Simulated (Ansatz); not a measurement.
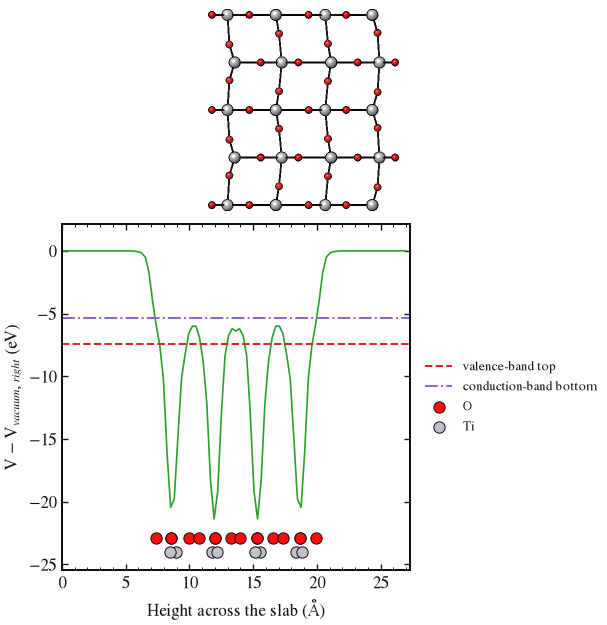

Plane-averaged electrostatic potential energy of an electron across the slab; circles at the bottom mark the heights of the atoms (positions after relaxation). The structure is drawn too.

System: a (110) slab cut from TiO₂ (P4_2/mnm), ended by O planes, 24 atoms in the cell. Starting structure of the relaxation:

```cif
data_structure
_symmetry_space_group_name_H-M 'P 1'
_symmetry_Int_Tables_number 1
_cell_length_a 2.9390
_cell_length_b 6.4930
_cell_length_c 27.2791
_cell_angle_alpha 90.000
_cell_angle_beta 90.000
_cell_angle_gamma 90.000
_cell_volume 520.56
loop_
_atom_site_label
_atom_site_type_symbol
_atom_site_fract_x
_atom_site_fract_y
_atom_site_fract_z
_atom_site_occupancy
O1 O 0.00000 0.00000 0.27494 1
Ti1 Ti 0.00000 0.50000 0.32148 1
Ti2 Ti 0.50000 0.00000 0.32148 1
O2 O 0.50000 0.30444 0.32148 1
O3 O 0.50000 0.69556 0.32148 1
O4 O 0.00000 0.00000 0.36803 1
O5 O 0.00000 0.50000 0.39395 1
Ti3 Ti 0.00000 0.00000 0.44049 1
Ti4 Ti 0.50000 0.50000 0.44049 1
O6 O 0.50000 0.80444 0.44049 1
O7 O 0.50000 0.19556 0.44049 1
O8 O 0.00000 0.50000 0.48704 1
O9 O 0.00000 0.00000 0.51296 1
Ti5 Ti 0.00000 0.50000 0.55951 1
Ti6 Ti 0.50000 0.00000 0.55951 1
O10 O 0.50000 0.30444 0.55951 1
O11 O 0.50000 0.69556 0.55951 1
O12 O 0.00000 0.00000 0.60605 1
O13 O 0.00000 0.50000 0.63197 1
Ti7 Ti 0.00000 0.00000 0.67852 1
Ti8 Ti 0.50000 0.50000 0.67852 1
O14 O 0.50000 0.80444 0.67852 1
O15 O 0.50000 0.19556 0.67852 1
O16 O 0.00000 0.50000 0.72506 1
```

Method: DFT PBEsol, scalar-relativistic, plane waves, PAW, no spin polarisation, 9×4×1 k mesh, 420 eV cutoff, Gaussian smearing of 0.05 eV (Ansatz).

Question: What are the ionisation potential and the electron affinity of the slab?

Answer: From the vacuum level at the right face the ionisation potential is 7.41 eV and the electron affinity 5.32 eV; the left face gives the same. The slab's gap, their difference before rounding, is 2.10 eV. The two vacuum levels agree, so the slab has no net dipole along its normal.

Question: How thick are slab and vacuum?

Answer: The outermost atoms are 12.5 Å apart, which leaves 14.8 Å of vacuum in a cell 27.3 Å high.
